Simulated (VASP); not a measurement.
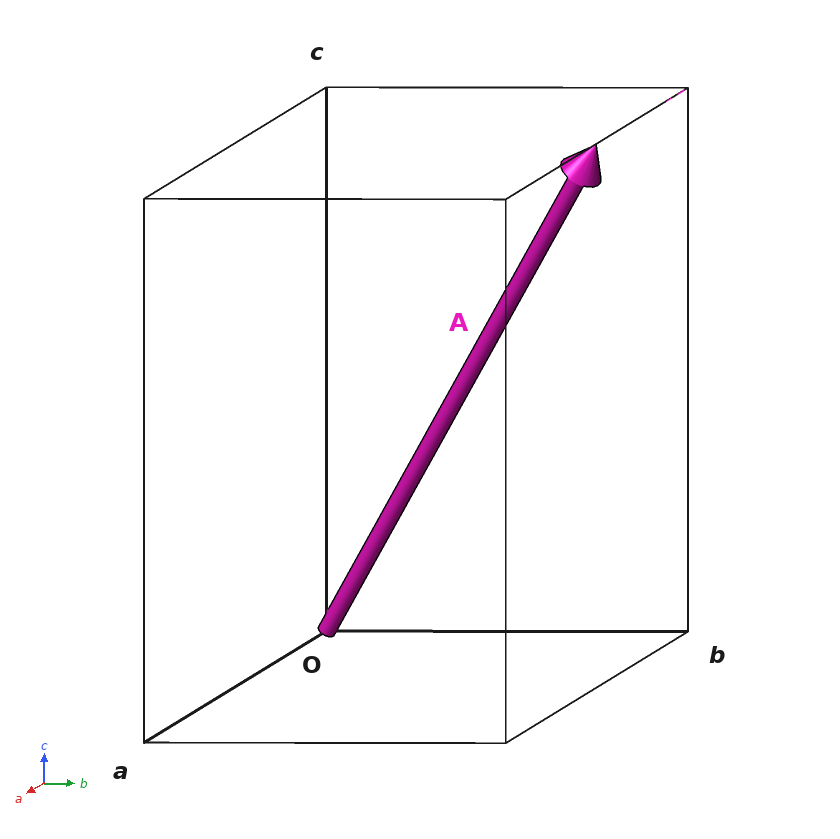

Crystal: SnSe2, an entry of the Crystallography Open Database, as set up for an electronic-structure calculation. The arrow starts at a corner of the unit cell and ends on its surface; where a tip isn't a corner, dashed lines run from it parallel to the axes. The drawing is computed from the coordinates (standard cell, symmetry found to 0.002 Å).

a = 3.811 Å, b = 3.811 Å, c = 6.136 Å, α = 90.00°, β = 90.00°, γ = 120.00°.

Q: Index the direction.

A: Arrow A runs from (0, 0, 0) to (1/2, 1, 1), so [1 2 2], in four indices [0 1 −1 2].

Q: How long is the vector ua + vb + wc?

A: 13.935 Å.
